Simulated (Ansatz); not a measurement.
## Ti18O35: single-point calculation (part 2 of 2)

The same run, continued: Ti18O35 (defect cell, 53 atoms in the cell); DFT PBE, scalar-relativistic, plane waves, PAW, spin-polarised (Ansatz 0.2.0); cutoff 420 eV, 2×1×2 k-mesh, Gaussian smearing of 0.05 eV, collinear spins. The structure derives from a Materials Project entry.

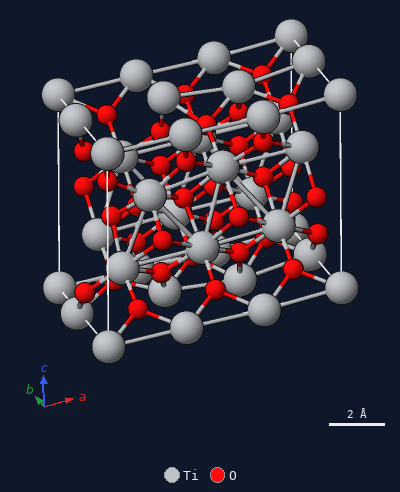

Figure 1. The structure as given in the input (ball-and-stick view of the cell of the calculation, seen slightly off an axis). An atom can appear more than once, as a periodic image.

Output, continued
```
  k-point 0 ↑: bands = ["-48.6050", "-48.5870", "-48.5803", "-48.5453", "-48.5257", "-48.5256", "-48.5180", "-48.5039", "-48.5022", "-48.5016", "-48.4912", "-48.4781", "-48.4583", "-48.4571", "-48.3795", "-48.3652", "-48.2981", "-48.2339", "-25.0645", "-25.0546", "-25.0476", "-25.0438", "-25.0402", "-25.0367", "-25.0263", "-25.0205", "-24.9979", "-24.9770", "-24.9662", "-24.9455", "-24.9328", "-24.9124", "-24.8763", "-24.8557", "-24.8525", "-24.8363", "-24.8283", "-24.8239", "-24.8207", "-24.8098",
      "-24.7913", "-24.7794", "-24.7745", "-24.7620", "-24.7482", "-24.7455", "-24.7375", "-24.7319", "-24.7270", "-24.7225", "-24.7177", "-24.7081", "-24.6975", "-24.6944", "-24.6904", "-24.6853", "-24.6790", "-24.6688", "-24.6603", "-24.6542", "-24.6441", "-24.6407", "-24.6350", "-24.6320", "-24.6106", "-24.6095", "-24.6059", "-24.5746", "-24.5430", "-24.5413", "-24.4232", "-24.4203", "-9.9964", "-9.5778", "-9.3889", "-9.1757", "-9.1449", "-9.0870", "-9.0624", "-9.0244",
      "-8.9967", "-8.9591", "-8.9200", "-8.9033", "-8.8681", "-8.8294", "-8.7678", "-8.7518", "-8.7258", "-8.7063", "-8.6327", "-8.6072", "-8.5752", "-8.5556", "-8.5254", "-8.5234", "-8.5033", "-8.4970", "-8.4727", "-8.4582", "-8.4314", "-8.4132", "-8.3997", "-8.3930", "-8.3756", "-8.3017", "-8.1461", "2.7884", "2.9873", "3.0152", "3.1456", "3.3442", "3.3531", "3.4082", "3.4498", "3.5038", "3.5138", "3.5394", "3.5594", "3.5758",
      "3.6188", "3.6289", "3.6411", "3.6966", "3.7438", "3.7705", "3.7795", "3.8077", "3.8239", "3.8515", "3.8920", "3.9184", "3.9390", "3.9980", "4.0622", "4.0949", "4.1360", "4.1920", "4.2076", "4.2486", "4.3466", "4.3824", "4.4245", "4.4693", "4.4919", "4.5309", "4.5447", "4.5962", "4.6300", "4.6463", "4.6884", "4.7814", "4.8314", "4.8667", "4.9394", "4.9686", "4.9719", "5.0181", "5.0293", "5.0665",
      "5.1162", "5.1469", "5.3291", "5.3565", "5.4429", "5.5122", "5.5460", "5.5511", "5.6635", "5.7094", "5.7661", "5.8142", "5.8616", "5.9253", "5.9505", "5.9847", "6.0148", "6.0335", "6.1060", "6.1191", "6.1817", "6.1921", "6.2345", "6.2376", "6.2862", "6.3275", "6.3587", "6.4006", "6.4774", "6.5529", "6.5931", "6.6151", "6.6586", "6.6966", "6.7400", "6.7762", "6.7933", "6.8453", "6.8735", "6.8995",
      "6.9588", "7.0017", "7.0338", "7.0612", "7.1045", "7.1708", "7.1738", "7.2376", "7.2992", "7.3526", "7.4357", "7.7083", "10.1221", "10.3198", "10.4924", "10.4968", "10.5254", "10.6203", "10.6312", "10.6546", "10.6751", "10.6817", "10.7338", "10.7534", "10.7936", "10.7998", "10.8570", "10.9575", "11.0089", "11.0287", "11.0650", "11.1502"]
  k-point 1 ↑: bands = ["-48.6050", "-48.5870", "-48.5801", "-48.5452", "-48.5261", "-48.5256", "-48.5178", "-48.5041", "-48.5026", "-48.5012", "-48.4911", "-48.4780", "-48.4584", "-48.4569", "-48.3795", "-48.3652", "-48.2981", "-48.2339", "-25.0648", "-25.0526", "-25.0466", "-25.0434", "-25.0388", "-25.0350", "-25.0251", "-25.0183", "-24.9950", "-24.9792", "-24.9658", "-24.9464", "-24.9359", "-24.9124", "-24.8786", "-24.8542", "-24.8510", "-24.8368", "-24.8258", "-24.8253", "-24.8228", "-24.8149",
      "-24.7891", "-24.7822", "-24.7781", "-24.7643", "-24.7503", "-24.7449", "-24.7396", "-24.7301", "-24.7260", "-24.7199", "-24.7174", "-24.7093", "-24.6956", "-24.6948", "-24.6887", "-24.6876", "-24.6779", "-24.6713", "-24.6565", "-24.6539", "-24.6442", "-24.6411", "-24.6348", "-24.6306", "-24.6104", "-24.6095", "-24.6066", "-24.5743", "-24.5430", "-24.5414", "-24.4233", "-24.4203", "-9.6801", "-9.6398", "-9.5741", "-9.3648", "-9.1559", "-9.1121", "-9.0575", "-9.0405",
      "-8.9797", "-8.9560", "-8.9491", "-8.9128", "-8.8685", "-8.8192", "-8.7975", "-8.7937", "-8.7080", "-8.6850", "-8.6045", "-8.5955", "-8.5757", "-8.5429", "-8.5343", "-8.5143", "-8.4936", "-8.4683", "-8.4669", "-8.4495", "-8.4211", "-8.4102", "-8.3888", "-8.3711", "-8.3393", "-8.2358", "-8.1862", "2.6424", "2.9915", "3.1737", "3.2460", "3.2638", "3.3390", "3.3655", "3.4048", "3.4870", "3.4934", "3.5273", "3.5719", "3.6072",
      "3.6221", "3.6867", "3.6893", "3.7331", "3.7491", "3.7788", "3.8092", "3.8275", "3.8690", "3.9009", "3.9271", "3.9587", "3.9702", "4.0163", "4.0260", "4.0834", "4.1142", "4.1572", "4.1715", "4.1867", "4.2316", "4.2861", "4.4303", "4.4375", "4.4899", "4.5156", "4.5392", "4.5820", "4.6250", "4.6636", "4.7209", "4.7474", "4.7617", "4.8211", "4.8830", "4.9106", "4.9670", "5.0076", "5.0595", "5.1230",
      "5.2583", "5.2913", "5.3220", "5.3661", "5.4098", "5.4648", "5.5011", "5.5548", "5.6992", "5.7557", "5.7916", "5.8030", "5.8550", "5.8974", "5.9248", "5.9628", "6.0112", "6.0289", "6.1261", "6.1749", "6.1892", "6.2305", "6.2650", "6.2759", "6.3047", "6.3248", "6.3486", "6.3913", "6.4620", "6.4829", "6.5260", "6.6036", "6.6833", "6.7130", "6.7287", "6.8138", "6.8464", "6.8480", "6.9001", "6.9288",
      "6.9726", "6.9778", "7.0110", "7.0382", "7.0957", "7.1243", "7.1888", "7.2131", "7.2846", "7.4104", "7.5036", "7.6498", "10.1404", "10.2944", "10.4455", "10.4752", "10.4974", "10.5347", "10.5791", "10.6151", "10.6697", "10.6809", "10.7242", "10.7430", "10.7590", "10.8229", "10.8620", "10.9136", "10.9922", "11.0364", "11.1009", "11.1126"]
  k-point 2 ↑: bands = ["-48.6042", "-48.5879", "-48.5773", "-48.5501", "-48.5273", "-48.5232", "-48.5158", "-48.5069", "-48.5011", "-48.4988", "-48.4908", "-48.4850", "-48.4564", "-48.4547", "-48.3776", "-48.3673", "-48.2981", "-48.2338", "-25.1466", "-25.1361", "-25.1307", "-25.0866", "-25.0447", "-25.0296", "-25.0113", "-24.9946", "-24.9901", "-24.9705", "-24.8771", "-24.8656", "-24.8539", "-24.8523", "-24.8410", "-24.8371", "-24.8309", "-24.8243", "-24.8125", "-24.8039", "-24.7936", "-24.7867",
      "-24.7834", "-24.7714", "-24.7637", "-24.7623", "-24.7558", "-24.7482", "-24.7432", "-24.7384", "-24.7358", "-24.7281", "-24.7191", "-24.7162", "-24.7132", "-24.7100", "-24.7025", "-24.6957", "-24.6892", "-24.6826", "-24.6790", "-24.6596", "-24.6578", "-24.6538", "-24.6484", "-24.6422", "-24.6281", "-24.6143", "-24.6049", "-24.5770", "-24.5654", "-24.5415", "-24.4551", "-24.4208", "-9.7496", "-9.7048", "-9.3718", "-9.3613", "-9.2139", "-9.1756", "-9.0577", "-8.9649",
      "-8.9531", "-8.9470", "-8.8980", "-8.8942", "-8.8682", "-8.8154", "-8.7928", "-8.7743", "-8.7626", "-8.7459", "-8.6909", "-8.6109", "-8.5798", "-8.5465", "-8.5347", "-8.5116", "-8.4989", "-8.4569", "-8.4430", "-8.4270", "-8.4230", "-8.4165", "-8.3932", "-8.3397", "-8.2719", "-8.2593", "-8.2334", "3.0475", "3.0598", "3.1179", "3.1391", "3.1533", "3.2487", "3.2877", "3.3042", "3.3147", "3.3758", "3.4048", "3.4607", "3.4936",
      "3.5771", "3.6398", "3.6522", "3.6573", "3.7232", "3.7919", "3.8334", "3.8537", "3.8866", "3.9071", "3.9244", "3.9363", "3.9569", "4.0098", "4.0310", "4.0776", "4.1210", "4.1505", "4.1851", "4.2303", "4.2497", "4.2806", "4.2983", "4.3711", "4.3923", "4.5026", "4.5353", "4.6240", "4.7070", "4.7702", "4.8515", "4.9183", "4.9394", "5.0027", "5.0247", "5.0789", "5.1817", "5.2236", "5.2612", "5.2937",
      "5.3794", "5.4658", "5.5110", "5.5306", "5.5456", "5.5964", "5.6305", "5.6900", "5.7212", "5.7485", "5.7508", "5.8183", "5.8331", "5.8708", "5.8916", "5.9130", "5.9387", "5.9722", "5.9824", "6.0033", "6.0334", "6.0549", "6.0676", "6.1519", "6.1630", "6.1782", "6.3010", "6.3308", "6.3431", "6.4157", "6.4516", "6.5335", "6.5846", "6.6088", "6.6964", "6.7378", "6.8016", "6.8369", "6.8748", "6.9072",
      "6.9105", "7.0036", "7.0168", "7.0512", "7.0571", "7.1073", "7.1539", "7.1878", "7.4077", "7.4329", "7.5543", "7.6045", "10.0342", "10.4664", "10.5245", "10.5574", "10.6001", "10.6372", "10.6590", "10.7070", "10.7557", "10.7730", "10.7876", "10.8287", "10.8490", "10.8695", "10.9029", "10.9249", "10.9617", "10.9820", "11.0316", "11.0434"]
  k-point 3 ↓: bands = ["-48.5728", "-48.5619", "-48.5565", "-48.5348", "-48.5179", "-48.5155", "-48.5031", "-48.5012", "-48.4994", "-48.4865", "-48.4851", "-48.4794", "-48.4531", "-48.4511", "-48.2904", "-48.2188", "-48.1995", "-47.8106", "-25.1352", "-25.1256", "-25.1222", "-25.0692", "-25.0458", "-24.9907", "-24.9749", "-24.9620", "-24.9551", "-24.8453", "-24.8435", "-24.8405", "-24.8334", "-24.8329", "-24.8269", "-24.8175", "-24.8021", "-24.7991", "-24.7865", "-24.7815", "-24.7756", "-24.7661",
      "-24.7584", "-24.7517", "-24.7499", "-24.7419", "-24.7388", "-24.7352", "-24.7297", "-24.7216", "-24.7194", "-24.7172", "-24.7065", "-24.7016", "-24.6974", "-24.6929", "-24.6803", "-24.6790", "-24.6736", "-24.6602", "-24.6509", "-24.6456", "-24.6391", "-24.6285", "-24.6249", "-24.5596", "-24.5439", "-24.5393", "-24.5321", "-24.4619", "-24.4259", "-24.4235", "-24.0205", "-23.8161", "-9.5465", "-9.5121", "-9.3847", "-9.3640", "-9.3503", "-9.3011", "-9.1764", "-9.1592",
      "-9.0573", "-8.9523", "-8.9165", "-8.9010", "-8.8727", "-8.8077", "-8.7918", "-8.7772", "-8.7675", "-8.7514", "-8.6887", "-8.5961", "-8.5428", "-8.5167", "-8.4835", "-8.4714", "-8.4647", "-8.4429", "-8.4340", "-8.4224", "-8.3943", "-8.3457", "-8.3263", "-8.3232", "-8.3064", "-8.2928", "-8.2324", "2.9849", "3.0153", "3.0919", "3.1508", "3.1844", "3.2660", "3.3008", "3.3664", "3.4131", "3.4582", "3.4764", "3.5211", "3.5559",
      "3.5879", "3.5949", "3.6590", "3.6895", "3.7127", "3.7434", "3.8281", "3.8321", "3.8497", "3.9244", "3.9309", "3.9397", "3.9680", "4.0036", "4.0460", "4.0926", "4.1138", "4.1560", "4.1910", "4.2335", "4.2415", "4.3013", "4.3372", "4.3767", "4.4051", "4.5091", "4.5856", "4.6353", "4.6636", "4.8074", "4.8236", "4.8726", "4.9434", "5.0299", "5.1078", "5.1508", "5.1876", "5.2121", "5.2370", "5.3178",
      "5.3477", "5.4215", "5.4783", "5.4920", "5.5465", "5.5734", "5.6099", "5.6252", "5.6530", "5.6922", "5.7415", "5.7951", "5.8308", "5.8526", "5.8832", "5.9452", "5.9700", "6.0071", "6.0358", "6.0824", "6.0930", "6.1413", "6.2025", "6.2056", "6.2544", "6.2743", "6.3156", "6.3416", "6.3684", "6.3846", "6.4861", "6.5494", "6.5590", "6.5789", "6.6352", "6.6519", "6.6840", "6.7067", "6.7984", "6.9003",
      "6.9107", "7.0011", "7.0465", "7.0928", "7.1666", "7.1883", "7.2284", "7.2861", "7.3568", "7.4143", "7.5240", "7.5590", "10.4248", "10.4852", "10.5070", "10.5460", "10.5725", "10.6319", "10.6714", "10.7050", "10.7476", "10.7655", "10.7931", "10.8409", "10.9100", "10.9488", "10.9778", "11.0026", "11.0338", "11.0566", "11.0798", "11.0916"]
--- Löwdin populations: 53 sites ---
  site symbol       q [e]    m [muB]
     0     Ti     10.7066     0.0103
     1     Ti     10.6742     0.0105
     2     Ti     10.6515     0.0311
     3     Ti     10.6665     0.0108
     4     Ti     10.6512     0.0307
     5     Ti     10.6672     0.0117
     6     Ti     10.6785     0.0068
     7     Ti     10.6677     0.0168
     8     Ti     10.6727     0.0049
     9     Ti     10.6681     0.0192
    10     Ti     10.6742     0.0054
    11     Ti     10.6671     0.0204
    12     Ti     10.6599    -0.0029
    13     Ti     10.7169     0.1888
    14     Ti     10.6561    -0.0033
    15     Ti     10.7177     0.1795
    16     Ti     10.6566     0.0034
    17     Ti     10.7367     0.4926
    18      O      6.6608     0.0001
    19      O      6.6431    -0.0042
    20      O      6.6516    -0.0002
    21      O      6.6383    -0.0044
    22      O      6.6508    -0.0002
    23      O      6.6282    -0.0004
    24      O      6.5979    -0.0009
    25      O      6.6250    -0.0004
    26      O      6.6000    -0.0004
    27      O      6.6242     0.0017
    28      O      6.5905    -0.0007
    29      O      6.6848    -0.0022
    30      O      6.6691     0.0009
    31      O      6.6587    -0.0071
    32      O      6.6516    -0.0010
    33      O      6.6710    -0.0026
    34      O      6.6707     0.0008
    35      O      6.6802    -0.0008
    36      O      6.6775    -0.0031
    37      O      6.6797    -0.0008
    38      O      6.6784    -0.0026
    39      O      6.6613     0.0036
    40      O      6.6634    -0.0074
    41      O      6.5616    -0.0004
    42      O      6.6143    -0.0003
    43      O      6.5991    -0.0003
    44      O      6.5969    -0.0006
    45      O      6.6092    -0.0002
    46      O      6.6189    -0.0005
    47      O      6.6408    -0.0001
    48      O      6.6934    -0.0038
    49      O      6.6421     0.0007
    50      O      6.5821    -0.0076
    51      O      6.6513     0.0007
    52      O      6.5787    -0.0080
  spilling = 0.003441 (of n_electrons = 426.000000)
--- Band densities, each state counted as filled ---
  window                                       electrons  max residual (eV)  cut levels
  e_range: [-0.25, 0.25]             5.750000 + 5.000000             2.4e-6           0
  e_range: [-1.2, 0]                 1.500000 + 0.500000             1.9e-6           0
  e_range: [0, 1.2]                34.500000 + 34.250000             2.8e-6           0
```

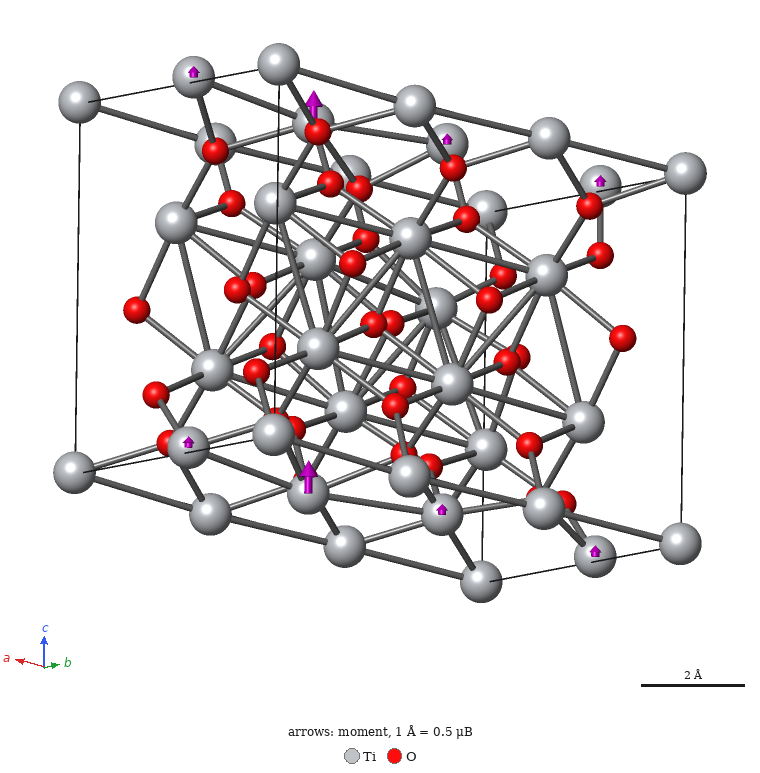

Figure 2. Magnetic moments of the sites as pink arrows (ball-and-stick view of the cell of the calculation, seen at an oblique angle); small moments hardly show. The run is collinear, so the axis drawn is arbitrary. Site moments: Ti18 (0.32 μB); Ti14, Ti16 (0.11 μB). They are counted near the atoms and needn't add up to the moment of the cell. Atoms are counted from 1 in the order of the input.

Key numbers

| quantity | value |
| --- | --- |
| outcome | converged |
| electrons treated | 426 |
| free energy | −64924.8267 eV |
| Fermi energy | 10.377 eV |
| gap on the k-point mesh | none (metallic) |
| net moment of the cell | 1.00 μB |
| integrated absolute moment | 1.18 μB |
| largest force (length of the vector) | 0.038 eV/Å |
| wall time | 1.8 min (CPU time 14 min) |
| peak memory | 8.6 GiB |

Notes

Notes on the run: the state was not tested for a lower one. The k-point mesh is coarse for a cell of this size, so the results may not be converged.
